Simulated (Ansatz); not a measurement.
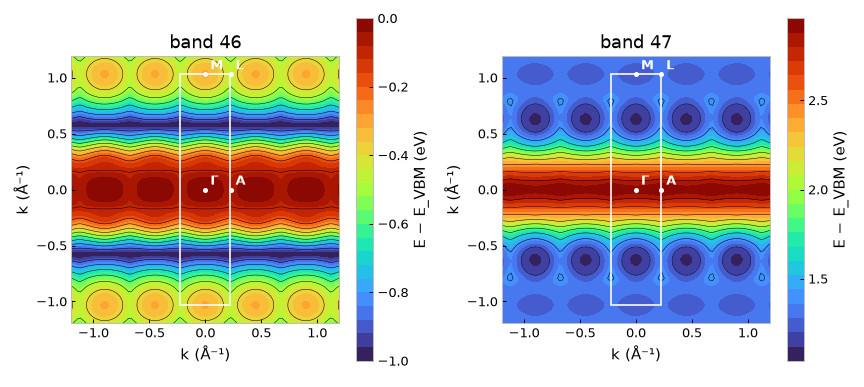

Two bands of Te2Mo in space group P6_3/mmc over the plane through Γ, A and M: the highest mostly filled and the lowest mostly empty one.

All numbers here come from Ansatz 0.2.0, DFT PBE, scalar-relativistic, plane waves, PAW; levels and slopes on a dense k mesh at the converged density. No spin polarisation. Mesh 36×36×8, interpolated with the band slopes. Unrelaxed database geometry.

### Give both levels and their distance at the named points.

```json
{"point": "Γ", "lower band (eV)": "0.00", "upper band (eV)": "2.90", "distance (eV)": "2.90"}
{"point": "A", "lower band (eV)": "−0.08", "upper band (eV)": "2.94", "distance (eV)": "3.02"}
{"point": "M", "lower band (eV)": "−0.31", "upper band (eV)": "1.26", "distance (eV)": "1.58"}
{"point": "L", "lower band (eV)": "−0.46", "upper band (eV)": "1.29", "distance (eV)": "1.75"}
```

### Where are the band edges of the whole zone?

The valence band has one maximum at Γ, principal masses 1.20, 1.20 and 2.77 mₑ; the conduction band has six equivalent minima on the K–Γ line, principal masses 0.38, 0.46 and 0.73 mₑ. The gap is indirect, 0.71 eV at this level of theory (semilocal functionals give gaps that are too small, and can reorder valleys that lie close).

Spin-orbit coupling, left out here, can change the gap, its kind, the place of the band edges and the masses, since the compound holds Te and Mo.
